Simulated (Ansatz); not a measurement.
System: B.

Input

```
crystal:
  lattice:
    - [5.2543248092, 0.0, 0.0]
    - [0.0, 4.5098109932, 0.0]
    - [0.0, 0.0, 3.0284887986]
  atoms:
    - { symbol: B, position: [0.4163497174, 0.0, 0.7491409316] }
    - { symbol: B, position: [0.0836502826, 0.0, 0.7491409316] }
    - { symbol: B, position: [0.5836502826, 0.0, 0.2508590684] }
    - { symbol: B, position: [0.9163497174, 0.0, 0.2508590684] }
    - { symbol: B, position: [0.0, 0.3217839388, 0.0] }
    - { symbol: B, position: [0.5, 0.6782160612, 0.0] }
    - { symbol: B, position: [0.0, 0.6782160612, 0.0] }
    - { symbol: B, position: [0.5, 0.3217839388, 0.0] }
basis:
  ecutwfc: 420
kpoints:
  mp_grid: { grid: [8, 8, 12] }
  band_path:
    path:
      - [[0.0, 0.0, 0.0], [0.5, 0.0, 0.0], [0.5, 0.5, 0.0], [0.0, 0.5, 0.0], [0.0, 0.0, 0.0], [0.0, 0.0, 0.5], [0.5, 0.0, 0.5], [0.5, 0.5, 0.5], [0.0, 0.5, 0.5], [0.0, 0.0, 0.5]]
      - [[0.5, 0.0, 0.0], [0.5, 0.0, 0.5]]
      - [[0.0, 0.5, 0.0], [0.0, 0.5, 0.5]]
      - [[0.5, 0.5, 0.0], [0.5, 0.5, 0.5]]
    npoints: 14
hamiltonian:
  xc: pbe
scf:
  occupations: { method: gaussian, width: 0.1 }
  n_extra_bands: 20
output:
  forces: true
  stress: true
  eigenvalues: true
  populations: true
  dos: { projected: true, de: 0.02, nscf_kmesh: { grid: [10, 10, 15] } }
  bader: true
  write_density: true
  write_potential: true
  elf: true
  volumetric_format: npy
```

Launched as:

```sh
ansatz run input.yaml --threads 1 --pin off --max-ram 2560MiB --backend cpu --events-out ev --progress --plain --runs-dir out
```

Below, planes, directions and counts refer to the conventional cell (a = 5.25 Å, b = 4.51 Å, c = 3.03 Å, α = 90.00°, β = 90.00°, γ = 90.00°).

Space group Pmma; a structure generated by program, which may or may not match a known phase.

All numbers below come from DFT PBE, scalar-relativistic, plane waves, PAW in Ansatz 0.2.0.

Q: What can the converged valence pseudo-density and electron localisation function tell about the bonding?

A: B–B (1.70 Å): ρ is about 0.91 e/Å³ halfway; the ELF peaks at about 0.90 between the atoms.

Q: Does the calculation make it a metal, or give it a gap?

A: It is metallic or semimetallic at this level of theory: no gap opens.

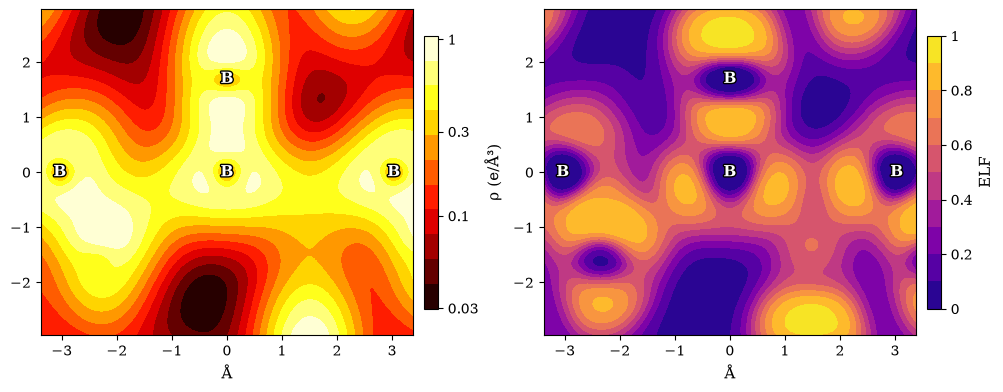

Computed valence pseudo-density and electron localisation function on the (111) plane of the conventional cell, in this order. Atoms just off the plane (B, 0.4 Å away) can leave unmarked features too.

The density is the valence pseudo-density of a PAW calculation; it isn't the true density close to the nuclei.
